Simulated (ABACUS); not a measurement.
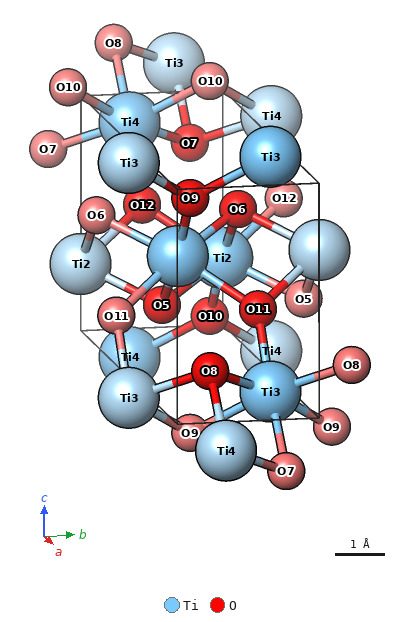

*The input geometry (ball-and-stick view of the cell of the calculation, seen slightly off an axis; neighbours outside the cell are drawn fainter; atoms are numbered from 1 in the order of the input).*

**Geometry relaxation, with input and output: TiO₂ (part 1 of 3)**

- system: TiO₂ (12 atoms in the cell)
- method: Kohn-Sham DFT of a periodic cell, PBE, PseudoDojo NC SR 0.4.1 PBE standard (ABACUS 3.10.1)

The structure derives from an entry of the Crystallography Open Database. The run did not end well. It belongs to a series of runs on one base structure; here: strain_along_c = 0.

### The input
```python
"""Relaxation by an ASE optimiser with ABACUS as a small file-based calculator."""
import re
import subprocess
import numpy as np
from ase.calculators.calculator import Calculator, all_changes
from ase.io import read
from ase.optimize import FIRE
from ase.stress import full_3x3_to_voigt_6_stress
from ase.units import Bohr, GPa

atoms = read("TiO2.xyz")
atoms = atoms[(-atoms.numbers).argsort(kind="stable")]  # ABACUS lists atoms element by element
pseudo = {'Ti': 'Ti.upf', 'O': 'O.upf'}
orbital = {'Ti': 'Ti_confined-atom_7au_3s2p2d1f.orb', 'O': 'O_confined-atom_6au_2s2p1d.orb'}
magmoms = None
kmesh = [2, 6, 4]
params = {
    'suffix': 'TiO2',
    'calculation': 'scf',
    'basis_type': 'lcao',
    'pseudo_dir': './',
    'orbital_dir': './',
    'symmetry': 1,
    'dft_functional': 'pbe',
    'ecutwfc': 100,
    'pseudo_rcut': 7,
    'nspin': 1,
    'nbands': 58,
    'ks_solver': 'genelpa',
    'smearing_method': 'fd',
    'smearing_sigma': 0.00367493,
    'scf_thr': 1e-07,
    'scf_nmax': 100,
    'mixing_type': 'broyden',
    'mixing_beta': 0.7,
    'cal_force': 1,
    'cal_stress': 1,
    'out_mul': 1,
}


def write_input(atoms):
    symbols = atoms.get_chemical_symbols()
    elements = list(dict.fromkeys(symbols))
    lines = ["ATOMIC_SPECIES"] + [f"{e} {atoms.get_masses()[symbols.index(e)]:.4f} {pseudo[e]}" for e in elements]
    if orbital:
        lines += ["", "NUMERICAL_ORBITAL"] + [orbital[e] for e in elements]
    lines += ["", "LATTICE_CONSTANT", f"{1 / Bohr:.10f}", "", "LATTICE_VECTORS"]
    lines += [" ".join(f"{x:.10f}" for x in v) for v in atoms.cell]
    lines += ["", "ATOMIC_POSITIONS", "Direct"]
    for e in elements:
        lines += ["", e, "0.0", str(symbols.count(e))]
        for i, p in enumerate(atoms.get_scaled_positions(wrap=False)):
            if symbols[i] == e:
                mag = "" if magmoms is None else " mag " + " ".join(str(x) for x in (magmoms[i] if isinstance(magmoms[i], list) else [magmoms[i]]))
                lines.append(" ".join(f"{x:.10f}" for x in p) + " 1 1 1" + mag)
    open("STRU", "w").write("\n".join(lines) + "\n")
    open("KPT", "w").write("K_POINTS\n0\nGamma\n%d %d %d 0 0 0\n" % tuple(kmesh))
    open("INPUT", "w").write("INPUT_PARAMETERS\n" + "".join(f"{k:<20s}{v}\n" for k, v in params.items()))


class Abacus(Calculator):
    implemented_properties = ["energy", "free_energy", "forces", "stress"]

    def calculate(self, atoms=None, properties=("energy",), system_changes=all_changes):
        super().calculate(atoms, properties, system_changes)
        write_input(self.atoms)
        subprocess.run(['mpirun', '-np', '4', 'abacus'], check=True)
        log = open("OUT.TiO2/running_scf.log").read()
        if "charge density convergence is achieved" not in log:
            raise RuntimeError("SCF not converged")
        rows = lambda title, n: np.array([l.split()[-3:] for l in log.split(title)[-1].split("\n")[2:2 + n]], float)
        energy = float(re.findall(r"FINAL_ETOT_IS (\S+)", log)[-1])
        stress = -rows("TOTAL-STRESS", 3) / 10 * GPa  # ABACUS prints kbar, compression positive
        self.results = dict(energy=energy, free_energy=energy, forces=rows("TOTAL-FORCE", len(self.atoms)), stress=full_3x3_to_voigt_6_stress(stress))


atoms.calc = Abacus()
opt = FIRE(atoms, logfile="opt.log", trajectory="relax.traj")
print("optimiser converged:", opt.run(fmax=0.01, steps=60))
```

### File TiO2.xyz
```
12
Lattice="9.4590000000 0.0000000000 0.0000000000 0.0000000000 2.9585000000 0.0000000000 0.0000000000 0.0000000000 4.9022000000" Properties=species:S:1:pos:R:3 pbc="T T T"
Ti     6.0244371000      0.7396250000      2.7679291860
Ti     3.4345629000      2.2188750000      2.1342708140
Ti     8.1640629000      2.2188750000      0.3168291860
Ti     1.2949371000      0.7396250000      4.5853708140
O      4.4684316000      0.7396250000      1.4294815200
O      4.9905684000      2.2188750000      3.4727184800
O      0.2610684000      2.2188750000      3.8805815200
O      9.1979316000      0.7396250000      1.0216184800
O      7.2484317000      0.7396250000      4.2330497000
O      2.2105683000      2.2188750000      0.6691503000
O      6.9400683000      2.2188750000      1.7819497000
O      2.5189317000      0.7396250000      3.1202503000
```

### File INPUT
```
INPUT_PARAMETERS
suffix              TiO2
calculation         scf
basis_type          lcao
pseudo_dir          ./
orbital_dir         ./
symmetry            1
dft_functional      pbe
ecutwfc             100
pseudo_rcut         7
nspin               1
nbands              58
ks_solver           genelpa
smearing_method     fd
smearing_sigma      0.00367493
scf_thr             1e-07
scf_nmax            100
mixing_type         broyden
mixing_beta         0.7
cal_force           1
cal_stress          1
out_mul             1
```

### File STRU
```
ATOMIC_SPECIES
Ti 47.8670 Ti.upf
O 15.9990 O.upf

NUMERICAL_ORBITAL
Ti_confined-atom_7au_3s2p2d1f.orb
O_confined-atom_6au_2s2p1d.orb

LATTICE_CONSTANT
1.8897261258

LATTICE_VECTORS
9.4590000000 0.0000000000 0.0000000000
0.0000000000 2.9585000000 0.0000000000
0.0000000000 0.0000000000 4.9022000000

ATOMIC_POSITIONS
Direct

Ti
0.0
4
0.6366754899 0.2500000000 0.5748673903 1 1 1
0.3633245101 0.7500000000 0.4251326097 1 1 1
0.8633245101 0.7500000000 0.0748673903 1 1 1
0.1366754899 0.2500000000 0.9251326097 1 1 1

O
0.0
8
0.4714168446 0.2500000000 0.2914378890 1 1 1
0.5285831554 0.7500000000 0.7085621110 1 1 1
0.0285831554 0.7500000000 0.7914378890 1 1 1
0.9714168446 0.2500000000 0.2085621110 1 1 1
0.7680471572 0.2500000000 0.8639721211 1 1 1
0.2319528428 0.7500000000 0.1360278789 1 1 1
0.7319528428 0.7500000000 0.3639721211 1 1 1
0.2680471572 0.2500000000 0.6360278789 1 1 1
```

### File KPT
```
K_POINTS
0
Gamma
2 6 4 0 0 0
```

Machine: 4 threads of Intel Xeon (Sapphire Rapids), 32 GiB of memory available, shared host.

Command:
```bash
OMP_NUM_THREADS=1 python run_abacus.py > log
```

### Output
```
ABACUS v3.10.1

               Atomic-orbital Based Ab-initio Computation at UStc

 ------------------------------------------------------------------------------------

 READING GENERAL INFORMATION
                           global_out_dir = OUT.TiO2/
                           global_in_card = INPUT
                               pseudo_dir = ./
                              orbital_dir = ./
                                    DSIZE = 4
                                    GSIZE = 1

 READING UNITCELL INFORMATION
                                    ntype = 2
                  lattice constant (Bohr) = 1.88973
              lattice constant (Angstrom) = 1

 READING ATOM TYPE 1
                               atom label = Ti
                      L=0, number of zeta = 3
                      L=1, number of zeta = 2
                      L=2, number of zeta = 2
                      L=3, number of zeta = 1
             number of atom for this type = 4

 READING ATOM TYPE 2
                               atom label = O
                      L=0, number of zeta = 2
                      L=1, number of zeta = 2
                      L=2, number of zeta = 1
             number of atom for this type = 8

                        TOTAL ATOM NUMBER = 12
DIRECT COORDINATES
    atom                   x                   y                   z     mag                  vx                  vy                  vz
taud_Ti1            0.6366754899        0.2500000000        0.5748673903  0.0000        0.0000000000        0.0000000000        0.0000000000
taud_Ti2            0.3633245101        0.7500000000        0.4251326097  0.0000        0.0000000000        0.0000000000        0.0000000000
taud_Ti3            0.8633245101        0.7500000000        0.0748673903  0.0000        0.0000000000        0.0000000000        0.0000000000
taud_Ti4            0.1366754899        0.2500000000        0.9251326097  0.0000        0.0000000000        0.0000000000        0.0000000000
taud_O1            0.4714168446        0.2500000000        0.2914378890  0.0000        0.0000000000        0.0000000000        0.0000000000
taud_O2            0.5285831554        0.7500000000        0.7085621110  0.0000        0.0000000000        0.0000000000        0.0000000000
taud_O3            0.0285831554        0.7500000000        0.7914378890  0.0000        0.0000000000        0.0000000000        0.0000000000
taud_O4            0.9714168446        0.2500000000        0.2085621110  0.0000        0.0000000000        0.0000000000        0.0000000000
taud_O5            0.7680471572        0.2500000000        0.8639721211  0.0000        0.0000000000        0.0000000000        0.0000000000
taud_O6            0.2319528428        0.7500000000        0.1360278789  0.0000        0.0000000000        0.0000000000        0.0000000000
taud_O7            0.7319528428        0.7500000000        0.3639721211  0.0000        0.0000000000        0.0000000000        0.0000000000
taud_O8            0.2680471572        0.2500000000        0.6360278789  0.0000        0.0000000000        0.0000000000        0.0000000000

                          Volume (Bohr^3) = 925.773
                             Volume (A^3) = 137.185

 Lattice vectors: (Cartesian coordinate: in unit of a_0)
               +9.459                  +0                  +0
                   +0             +2.9585                  +0
                   +0                  +0             +4.9022
 Reciprocal vectors: (Cartesian coordinate: in unit of 2 pi/a_0)
            +0.105719                  -0                  +0
                   -0           +0.338009                  -0
                   +0                  -0            +0.20399
 The esolver type has been set to : ksdft_lcao

                PAO radial cut off (Bohr) = 7

 Read in pseudopotential file is Ti.upf
                     pseudopotential type = NC
          exchange-correlation functional = PBE
                 nonlocal core correction = 1
                        valence electrons = 12
                                     lmax = 2
                           number of zeta = 4
                     number of projectors = 6
                           L of projector = 0
                           L of projector = 0
                           L of projector = 1
                           L of projector = 1
                           L of projector = 2
                           L of projector = 2
                PAO radial cut off (Bohr) = 7

 Read in pseudopotential file is O.upf
                     pseudopotential type = NC
          exchange-correlation functional = PBE
                 nonlocal core correction = 1
                        valence electrons = 6
                                     lmax = 2
                           number of zeta = 2
                     number of projectors = 5
                           L of projector = 0
                           L of projector = 0
                           L of projector = 1
                           L of projector = 1
                           L of projector = 2
     initial pseudo atomic orbital number = 72

 SETUP THE ELECTRONS NUMBER
            electron number of element Ti = 12
      total electron number of element Ti = 48
             electron number of element O = 6
       total electron number of element O = 48
            AUTOSET number of electrons:  = 96
                           occupied bands = 48
                                   NLOCAL = 208
                                   NBANDS = 58
                                   NBANDS = 58
                                   NLOCAL = 208

%%%%%%%%%%%%%%%%%%%%%%%%%%%%%%%%%%%%%%%%%%%%%%%%%%%%%%%%%%%%%%%%%%%%%%%%%%%%%%%%%%%%%%%%%%%%%%%%%%%%%%%%%%
 Warning: the number of valence electrons in pseudopotential > 4 for Ti: [Ar] 3d2 4s2
 Pseudopotentials with additional electrons can yield (more) accurate outcomes, but may be less efficient.
 If you're confident that your chosen pseudopotential is appropriate, you can safely ignore this warning.
%%%%%%%%%%%%%%%%%%%%%%%%%%%%%%%%%%%%%%%%%%%%%%%%%%%%%%%%%%%%%%%%%%%%%%%%%%%%%%%%%%%%%%%%%%%%%%%%%%%%%%%%%%

 SETUP THE PLANE WAVE BASIS
 energy cutoff for charge/potential (unit:Ry) = 400
            fft grid for charge/potential = [ 120, 36, 60 ]
                        fft grid division = [ 5, 4, 3 ]
        big fft grid for charge/potential = [ 24, 9, 20 ]
                                     nbxx = 1080
                                     nrxx = 64800

 SETUP PLANE WAVES FOR CHARGE/POTENTIAL
                    number of plane waves = 125101
                         number of sticks = 3175

 PARALLEL PW FOR CHARGE/POTENTIAL
     PROC   COLUMNS(POT)             PW
        1            794          31276
        2            793          31275
        3            795          31275
        4            793          31275
 --------------- sum -------------------
        4           3175         125101
                            number of |g| = 11497
                                  max |g| = 36.1807
                                  min |g| = 0

----------- Double Check Mixing Parameters Begin ------------
mixing_type: broyden
mixing_beta: 0.7
mixing_gg0: 1
mixing_gg0_min: 0.1
mixing_ndim: 8
----------- Double Check Mixing Parameters End ------------

 LATTICE VECTORS: (CARTESIAN COORDINATE: IN UNIT OF A0)
               +9.459                  +0                  +0
                   +0             +2.9585                  +0
                   +0                  +0             +4.9022
                       right hand lattice = 1
                                   NORM_A = 9.459
                                   NORM_B = 2.9585
                                   NORM_C = 4.9022
                           ALPHA (DEGREE) = 90
                           BETA  (DEGREE) = 90
                           GAMMA (DEGREE) = 90

 The lattice vectors have been changed (STRU_SIMPLE.cif)
```
